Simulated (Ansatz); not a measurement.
System: RbBr.

The calculation's input:

```
crystal:
  lattice:
    - [5.0432532693, 0.0, 0.0]
    - [-2.5216266346, 4.3675854489, 0.0]
    - [0.0, 0.0, 7.2046481318]
  atoms:
    - { symbol: Rb, position: [0.0, 0.0, 0.0] }
    - { symbol: Rb, position: [0.0, 0.0, 0.5] }
    - { symbol: Br, position: [0.3333333333, 0.6666666667, 0.25] }
    - { symbol: Br, position: [0.6666666667, 0.3333333333, 0.75] }
basis:
  ecutwfc: 420
kpoints:
  mp_grid: { grid: [6, 6, 4] }
hamiltonian:
  xc: pbe
scf:
  occupations: { method: gaussian, width: 0.02 }
output:
  forces: true
  stress: true
  eigenvalues: true
  write_density: true
  write_potential: true
  elf: true
  volumetric_format: npy
relax:
  adjacent_minimum: "off"
  f_tol: 0.01
  max_steps: 80
  cell: { stress_tol: 0.05 }
```

Launched as:

```sh
ansatz run input.yaml --threads 1 --pin off --max-ram 2560MiB --backend cpu --events-out ev --progress --plain --runs-dir out
```

Below, planes, directions and counts refer to the conventional cell (a = 4.85 Å, b = 4.85 Å, c = 8.51 Å, α = 90.00°, β = 90.00°, γ = 120.00°).

The fields are those of the relaxed geometry.

Space group P6₃/mmc; started from the nickel arsenide_194 prototype, which need not be the ambient phase.

Theory: DFT PBE, scalar-relativistic, plane waves, PAW in Ansatz 0.2.0.

What will maps of the valence pseudo-density and electron localisation function show?

Rb–Br (3.51 Å): the density is about 0.07 e/Å³ at the midpoint; the ELF is about 0.05 at the midpoint (a largely ionic contact).

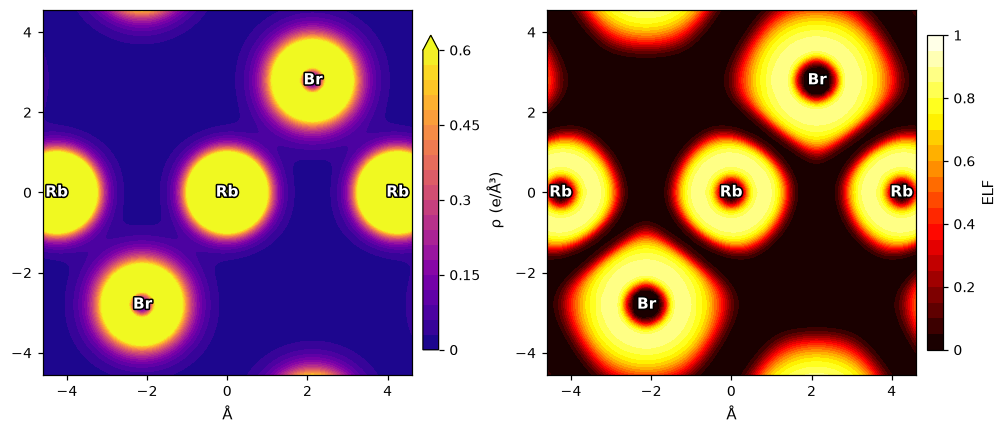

Computed valence pseudo-density and electron localisation function on the (110) plane of the conventional cell, in this order. 

Core electrons are frozen (PAW), and the valence fields are smoothed inside the atomic spheres.
